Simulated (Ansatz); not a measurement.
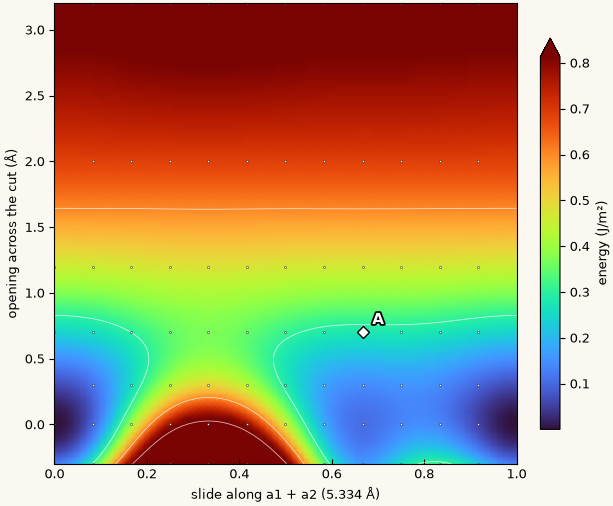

MoS2 (R-3m, No. 166; 9 atoms in the cell). 
- Rigid slide and opening across a plane, one cut a cell; the plane is (0 0 1) of the conventional cell, and the faces at the cut hold S and S.
- Coordinates scanned: (1) slide along a1 + a2 (5.334 Å); (2) opening across the cut.
- Nothing is relaxed (rigid halves).
- The grid has 12 × 7 points.
- Points are written as (first, second).
- Energies: J/m², counted from the lowest grid point.
- Method: DFT PBEsol+D3(BJ), scalar-relativistic, plane waves, PAW in Ansatz. Settings: cutoff 420 eV, k-mesh 14×14×3 in the order of the run's cell vectors, gaussian smearing 0.15 eV, no spin polarisation.

The picture shows a smooth colour map with a few white contour lines, dots at the grid points, one colour for all values above the top of the scale, the point A. Between grid points the surface is interpolated.

> Is A at rest? If not, where is it pushed?

A, at (0.667, 0.7 Å), is not a stationary point. The computed force is nearly zero along slide along a1 + a2 (5.334 Å) and 0.38 J/m² for each Å towards smaller values of opening across the cut.

PAW datasets: the set soft_1.
